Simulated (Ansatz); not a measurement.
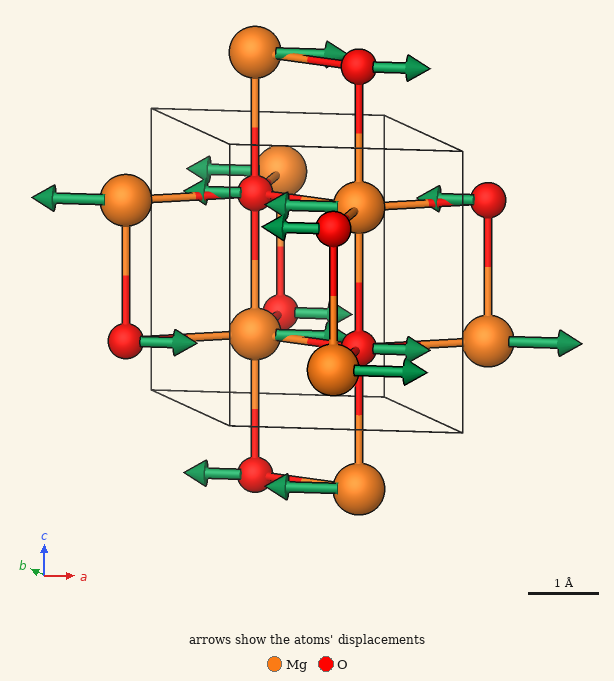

The lowest optical mode of a crystal of MgO relaxed at 7 GPa, space group P6₃/mmc (No. 194), at the zone centre. The green arrows are the displacements of the atoms (eigenvector over the root of the mass), of arbitrary overall length and sign. The picture is a ball-and-stick view of the cell of the calculation, seen slightly off an axis.

All numbers below come from DFT PBEsol, scalar-relativistic, plane waves, PAW in Ansatz.

Input
```yaml
crystal:
  lattice:
    - [3.4353081984, 0.0, 0.0]
    - [-1.7176540992, 2.9750641697, 0.0]
    - [0.0, 0.0, 4.1325902751]
  atoms:
    - { symbol: Mg, position: [0.6666666667, 0.3333333333, 0.75] }
    - { symbol: Mg, position: [0.3333333333, 0.6666666667, 0.25] }
    - { symbol: O, position: [0.6666666667, 0.3333333333, 0.25] }
    - { symbol: O, position: [0.3333333333, 0.6666666667, 0.75] }
basis:
  ecutwfc: 420
kpoints:
  mp_grid: { grid: [12, 12, 6] }
hamiltonian:
  xc: pbesol
scf:
  occupations: { method: fixed }
output:
  eigenvalues: true
phonons:
  method: dfpt
  dielectric: true
  rigid_motions: translations
  eigenvectors: true
```

Launched with:
```bash
ansatz run input.yaml --threads 1 --pin off --max-ram 3072MiB --backend cpu --events-out ev --progress --plain --runs-dir out
```

Frequencies are those without the non-analytic (LO–TO) term.

> Is the structure stable against all modes at this point?

Yes: this softest mode has a real frequency, and so have all others here. That speaks for this wave vector alone: the rest of the zone wasn't checked in this run. This is the E₂g mode (doubly degenerate; one member of the set is drawn) at 294 cm⁻¹, the lowest optical level, Raman-active by symmetry. All motion is along a; atoms of one kind move against one another, with no net shift of any sublattice; it mainly bends the Mg–O bonds; the kinetic energy is shared as Mg 71 %, O 29 %.
